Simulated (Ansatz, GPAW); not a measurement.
# C/Nb(110) in an electric field, part 3 of 3

Aim: the dipole that a field along the normal induces in C/Nb(110).

GPAW 26.7.0 and Ansatz 0.2.0; Ansatz plane waves; slab in vacuum with a dipole correction, relaxation (the session's first sound run).

So far. Step 9 (Field on): The dipole is now 0.0234 e Å, against -0.073 in the run without a field.

### 10. In a field

Level of this step: GPAW, PAW setups; slab in vacuum (GPAW).

File run.py:

```python
import json
import numpy as np
from ase import Atoms
from gpaw import GPAW, PW
from gpaw.external import ConstantElectricField

slab = Atoms(
    ['Nb', 'Nb', 'Nb', 'Nb', 'C'],
    positions=[
        [0.00000, 0.00000, 7.00000],
        [2.33345, 0.00000, 9.33345],
        [-0.01233, -0.00000, 11.65433],
        [2.16519, 0.00000, 14.23905],
        [3.92997, 0.00000, 15.20916]],
    cell=[[2.33345, -1.65, 0.0], [2.33345, 1.65, 0.0], [0.0, 0.0, 22.80098]],
    pbc=[True, True, False])

slab.calc = GPAW(mode=PW(500), xc='PBE', kpts={'size': (12, 12, 1), 'gamma': True},
                 occupations={'name': 'fermi-dirac', 'width': 0.1}, nbands='140%',
                 convergence={'density': 1e-05}, maxiter=200,
                 poissonsolver={'dipolelayer': 'xy'},
                 external=ConstantElectricField(0.3, [0, 0, 1]),
                 symmetry={'tolerance': 1e-3}, txt='slab.txt')
result = {}
energy = slab.get_potential_energy()
fermi = slab.calc.get_fermi_level()
v = slab.calc.get_electrostatic_potential().mean((0, 1)) - fermi
n = slab.calc.get_pseudo_density().mean((0, 1))
L = slab.cell[2, 2]
z = np.arange(len(v)) * L / len(v)
low, high = slab.positions[:, 2].min(), slab.positions[:, 2].max()
below, above = np.interp([low - 4.8, high + 4.8], z, v)
slopes = [np.interp(x, z, np.gradient(v, z)) for x in (low - 4.8, high + 4.8)]
eps = np.array([[slab.calc.get_eigenvalues(k, s) for k in range(len(slab.calc.get_ibz_k_points()))]
                for s in range(slab.calc.get_number_of_spins())]) - fermi
top, bottom = eps[eps < 0].max(), eps[eps > 0].min()
dipole = slab.get_dipole_moment()[2]
print(f'energy {energy:.4f} eV, Fermi level {fermi:.4f} eV, dipole {dipole:.5f} e A')
print(f'potential 4.8 A off the faces, from the Fermi level: lower {below:.4f} eV, upper {above:.4f} eV')
print(f'slope of the potential there: lower {slopes[0]:.5f}, upper {slopes[1]:.5f} eV/A')
print(f'nearest levels on the mesh: {top:.4f} and {bottom:.4f} eV')
print('magnetic moment', round(slab.get_magnetic_moment(), 3))
result.update(energy=energy, fermi=fermi, dipole=dipole, below=below, above=above, slopes=slopes, edges=[top, bottom],
              z=z.tolist(), v=v.tolist(), n=n.tolist(), positions=slab.positions.tolist(),
              forces=slab.get_forces(apply_constraint=False).tolist(), moments=slab.get_magnetic_moments().tolist())
json.dump(result, open('result.json', 'w'))
```

Started as:

```console
> OMP_NUM_THREADS=1 OPENBLAS_NUM_THREADS=1 python run.py
```

The program printed:

```text
energy -47.3312 eV, Fermi level 1.9506 eV, dipole 0.07159 e A
potential 4.8 A off the faces, from the Fermi level: lower 6.5221 eV, upper 4.8421 eV
slope of the potential there: lower -0.00449, upper 0.00004 eV/A
nearest levels on the mesh: -0.0029 and 0.0068 eV
magnetic moment 0.0
```

Run time: 3.2 min. Hardware: 1 thread of Intel Xeon Platinum 8488C (Sapphire Rapids), shared host; peak memory 0.52 GiB.

The electrostatic potential energy of an electron (without an applied field's), less the Fermi level, planar mean oscillates, so the rows of the table below give means over windows of 2 Å about each position, cut where the curve ends. Its maxima inside the range that stand out by 2 % of the span (Å: eV): 0.6: 6.52, 8.2: -0.165, 10.5: -1.02, 12.9: -0.418. Its minima: 7.0: -23.8, 9.3: -24.4, 11.7: -25.1, 14.3: -26.4.

Electrostatic potential energy of an electron (without an applied field's), less the Fermi level, planar mean against z; means over each step:

```tsv
z (Å)	electrostatic potential energy of an electron (without an applied field's), less the Fermi level, planar mean (eV)
0	6.37
2	6.52
4	6.34
6	-4.05
8	-8.60
10	-10.9
12	-12.6
14	-14.9
16	-1.35
18	4.83
20	4.84
22	4.90
```

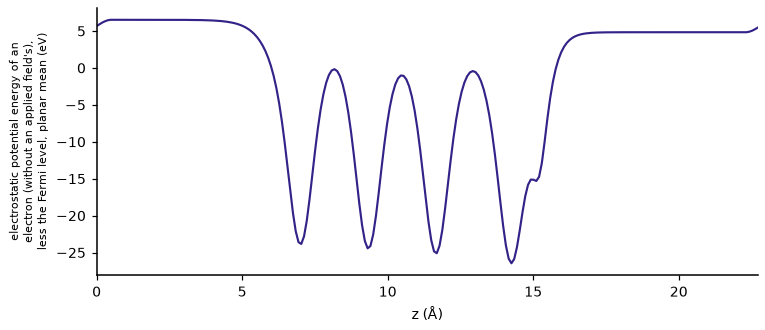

Electrostatic potential energy of an electron (without an applied field's), less the Fermi level, planar mean against z.

The dipole is now 0.0716 e Å, against -0.073 in the run without a field.

### 11. The series

The members are put on one axis.

This step: induced dipole against applied field (GPAW 26.7.0).

Table of dipole along the normal by field:

```tsv
field (V/Å)	dipole along the normal (e·Å)
-0.200	-0.168
-0.100	-0.120
-0.050	-0.0965
0.000	-0.0726
0.050	-0.0486
0.100	-0.0246
0.200	0.0234
0.300	0.0716
```

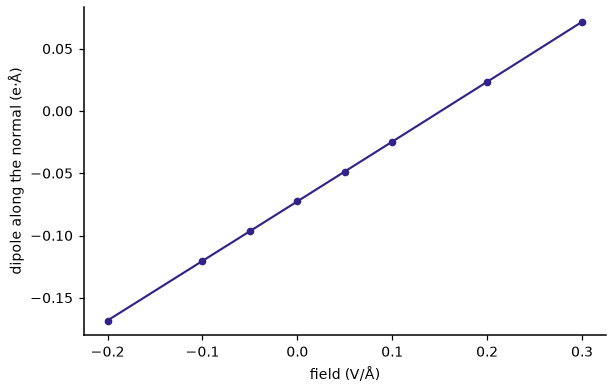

Dipole along the normal, plotted against field.

### 12. A changed run

One more run, with changed settings.

This step: GPAW, PAW setups; slab in vacuum (GPAW 26.7.0).

run.py, as its differences from that of step 10:

```diff
@@ -4,3 +4,2 @@
 from gpaw import GPAW, PW
-from gpaw.external import ConstantElectricField
 
@@ -17,7 +16,6 @@
 
-slab.calc = GPAW(mode=PW(500), xc='PBE', kpts={'size': (12, 12, 1), 'gamma': True},
+slab.calc = GPAW(mode=PW(500), xc='pbe96', kpts={'size': (12, 12, 1), 'gamma': True},
                  occupations={'name': 'fermi-dirac', 'width': 0.1}, nbands='140%',
-                 convergence={'density': 1e-05}, maxiter=200,
+                 convergence={'density': 1e-05}, maxiter=100,
                  poissonsolver={'dipolelayer': 'xy'},
-                 external=ConstantElectricField(0.3, [0, 0, 1]),
                  symmetry={'tolerance': 1e-3}, txt='slab.txt')
```

The program printed:

```text
NameError: Unknown functional: pbe96.
```

Elapsed: 0.62 s, on 1 thread; peak memory 0.1 GiB.

The input was rejected at the start.

The program's message: “NameError: Unknown functional: pbe96.”

The change that led to it: xc = "pbe96".

### 13. Outcome

```
work function, upper and lower face            : 6.248 and 4.541 eV
dipole along the normal                        : -0.0726 e Å
induced dipole per field                       : 0.480 e Å per V/Å
out-of-plane polarisability per area, α/(ε0 A) : 11.3 Å
```

The field induces 0.480 e Å per V/Å, a polarisable thickness α/(ε0 A) of 11.3 Å beside 8.21 Å between the outermost nuclei. A perfect conductor would give the distance between its two image planes; a dielectric of thickness t gives t(1 - 1/ε). The two faces differ by 1.7 eV, the step that the slab's dipole makes (e p/(ε0 A) gives 1.7 eV), so the dipole layer is needed. The induced dipole is linear in the field over this range. The cell of 7.70 Å² holds one C, started on one chosen site; other sites and coverages weren't tried. The in-plane lattice was kept as typed, which isn't the functional's own and leaves some strain; spin-orbit coupling and temperature are left out.

[Logs are printed without paths, hosts, clocks, repeated set-up lines and the standing remarks that a program may print on its own settings, such as how far it seeks lower states.]

[Hosts, paths, dates, database ids (printed as entryN), source tags and the programs' standing remarks are cut or masked in the printed files.]
